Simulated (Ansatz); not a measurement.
Input file:

```
crystal:
  lattice:
    - [2.1022009521, 2.1022009521, 0.0]
    - [-2.1022009521, 2.1022009521, 0.0]
    - [0.1783776658, 0.1783776658, 4.2044019043]
  atoms:
    - { symbol: Mg, position: [0.0, 0.0, 0.0] }
    - { symbol: Mg, position: [0.5, 0.5, 0.5] }
    - { symbol: O, position: [0.5, 0.5, 0.0] }
    - { symbol: O, position: [0.0, 0.0, 0.5] }
basis:
  ecutwfc: 500
kpoints:
  mp_grid: { grid: [8, 8, 6] }
hamiltonian:
  xc: r2scan
scf:
  occupations: { method: gaussian, width: 0.02 }
output:
  forces: true
  stress: true
  eigenvalues: true
  write_density: true
  write_potential: true
  elf: true
  volumetric_format: npy
```

Launched as:

```sh
ansatz run input.yaml --threads 1 --pin off --max-ram 2560MiB --backend cpu --events-out ev --progress --plain --runs-dir out
```

Below, planes, directions and counts refer to the conventional cell (a = 5.01 Å, b = 2.97 Å, c = 2.97 Å, α = 90.00°, β = 122.91°, γ = 90.00°).

Space group C2/m; a structure from a database of computed crystals, not necessarily the ambient phase.

All numbers below come from DFT r2SCAN, scalar-relativistic, plane waves, PAW in Ansatz.

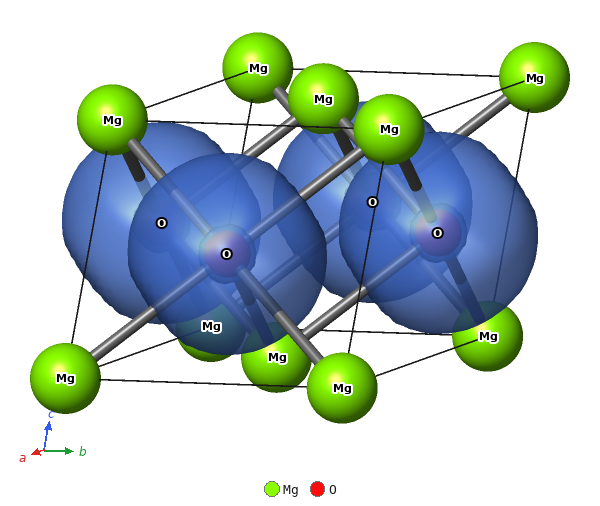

MgO. Isosurface of the electron localisation function at 0.6 (blue), seen slightly off an axis. Core shells and regions of very low density are left out. Sticks mark near contacts.

Core electrons are frozen (PAW), and the valence fields are smoothed inside the atomic spheres.

Q: What do the ELF domains correspond to?

A: At this value the surface marks out two regions wrapped around O (the valence shell of each), counted in one cell of 4 atoms. Regions shared between cells count once.

Values along the shortest contacts:
Mg–O (2.10 Å): the ELF peaks at about 0.85 in the valence shell of O, 0.6 Å from its nucleus, and is about 0.35 at the midpoint (an ionic contact with no shared pair).
